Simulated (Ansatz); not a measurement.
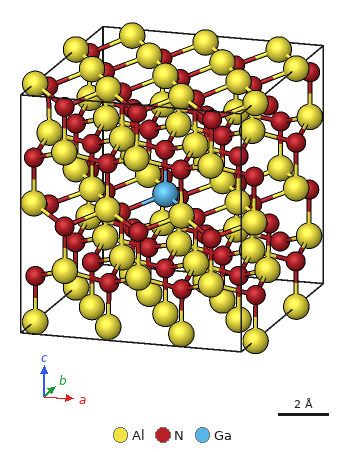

A defect cell of composition Al$_{47}$N$_{48}$Ga, before the relaxation. A ball-and-stick model of the cell of the calculation, seen slightly off an axis.

These are results of Ansatz 0.2.0, DFT, PBEsol, PAW, plane waves, not measurements.

Settings: plane-wave cutoff 420 eV; k-point mesh 1 × 1 × 1; mesh shifted by (0.25, 0.25, 0.25); no spin polarisation; atoms relaxed in a fixed cell; force threshold 0.03 eV/Å; at most 80 steps.

```
Al N Ga
1.0
     9.34145    0.00000    0.00000
     0.00000   10.78657    0.00000
     0.00000    0.00000    9.96706
Al N Ga
47 48 1
Direct
  0.16851 0.08279 0.25042
  0.16745 0.07951 0.74917
  0.99564 0.33153 0.24954
  0.00714 0.33140 0.74671
  0.50227 0.08283 0.24912
  0.49400 0.08189 0.74867
  0.33559 0.33244 0.24890
  0.33511 0.33244 0.74858
  0.16599 0.58157 0.24856
  0.16866 0.58404 0.74838
  0.99761 0.83196 0.24915
  0.00114 0.83280 0.74888
  0.83238 0.08128 0.24703
  0.83027 0.08289 0.74553
  0.66852 0.33528 0.25017
  0.66812 0.33222 0.74731
  0.50054 0.58193 0.24882
  0.49714 0.58348 0.74873
  0.33209 0.83326 0.24917
  0.33458 0.83027 0.74828
  0.83214 0.58380 0.24625
  0.83329 0.58129 0.74913
  0.66658 0.83474 0.24907
  0.66735 0.83251 0.74361
  0.99736 0.16505 0.49680
  0.00142 0.17037 0.99720
  0.33089 0.16557 0.49777
  0.33284 0.16994 0.00306
  0.16680 0.41764 0.49778
  0.16717 0.41713 0.00193
  0.00089 0.66687 0.49661
  0.00197 0.66546 0.99959
  0.66578 0.16943 0.49759
  0.66577 0.16723 0.00037
  0.50154 0.41473 0.00080
  0.32879 0.66837 0.49911
  0.33416 0.66688 0.99952
  0.16886 0.91735 0.49600
  0.16361 0.91613 0.99935
  0.83050 0.41257 0.49746
  0.83226 0.41714 0.00251
  0.66654 0.66679 0.49986
  0.66672 0.66568 0.99854
  0.49978 0.91687 0.49677
  0.49619 0.91702 0.99660
  0.83524 0.91787 0.49563
  0.82998 0.91310 0.99500
  0.00284 0.16967 0.19037
  0.99830 0.16261 0.68933
  0.33678 0.17095 0.18732
  0.33076 0.16712 0.68998
  0.16680 0.41684 0.19033
  0.16790 0.41619 0.68839
  0.99862 0.66678 0.18864
  0.00112 0.66618 0.68802
  0.66840 0.16752 0.18868
  0.66446 0.16610 0.69163
  0.50056 0.41694 0.19109
  0.49943 0.41508 0.68981
  0.33117 0.66463 0.19408
  0.33442 0.66660 0.68941
  0.16837 0.91820 0.18921
  0.16813 0.91524 0.69106
  0.83380 0.41630 0.18698
  0.83303 0.41663 0.68901
  0.66884 0.66292 0.18740
  0.66573 0.66955 0.68942
  0.49718 0.91917 0.18927
  0.49912 0.92076 0.68847
  0.83460 0.91776 0.18731
  0.83633 0.91782 0.69160
  0.16914 0.07946 0.43741
  0.16712 0.08331 0.93864
  0.00314 0.33496 0.44356
  0.99949 0.33422 0.93930
  0.50133 0.08468 0.43957
  0.49667 0.08336 0.94064
  0.32985 0.33110 0.43745
  0.33491 0.33322 0.94069
  0.16702 0.58283 0.43907
  0.16353 0.58421 0.94135
  0.99794 0.83370 0.44243
  0.00202 0.83385 0.93629
  0.83348 0.08285 0.43991
  0.83710 0.08240 0.93985
  0.67009 0.32999 0.44227
  0.66513 0.33463 0.93747
  0.49869 0.58632 0.44202
  0.50443 0.58747 0.93854
  0.33285 0.83384 0.43896
  0.33092 0.83373 0.93927
  0.83292 0.58103 0.43889
  0.83279 0.58262 0.93734
  0.66879 0.83477 0.43879
  0.66209 0.83088 0.93875
  0.50137 0.41592 0.50338
```

> Where does the relaxation end?

The energy falls by 1.095 eV per cell of the calculation in 2 accepted moves (3 points after the start). The largest force component goes from 1.4 to 0.029 eV/Å. 1 step only repeated the SCF at the same geometry. Al4 moves most: 0.071 Å roughly along [−3 1 1]. By element the largest moves are Al 0.071 Å, N 0.064 Å, Ga 0.040 Å. The cell doesn't change. Near-neighbour distances that change, for instance: N59–Ga96 1.858 → 1.950 Å, Al35–N89 1.964 → 1.893 Å, Al33–N86 1.818 → 1.884 Å, Al28–N50 1.837 → 1.900 Å. Bond angles that change, for instance: Al26–N85–Al47 114.9° → 110.9°, N74–Al40–N86 113.4° → 109.5°, Al18–N89–Al43 111.5° → 107.8°. The run took roughly 4 core-minutes on a shared host.

The end point in the same view:

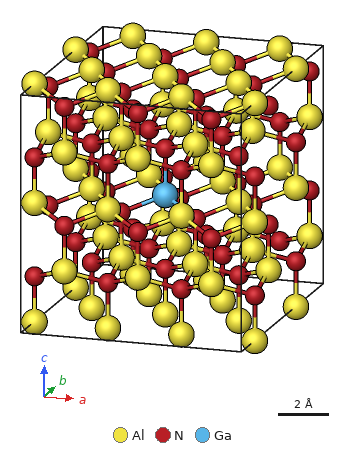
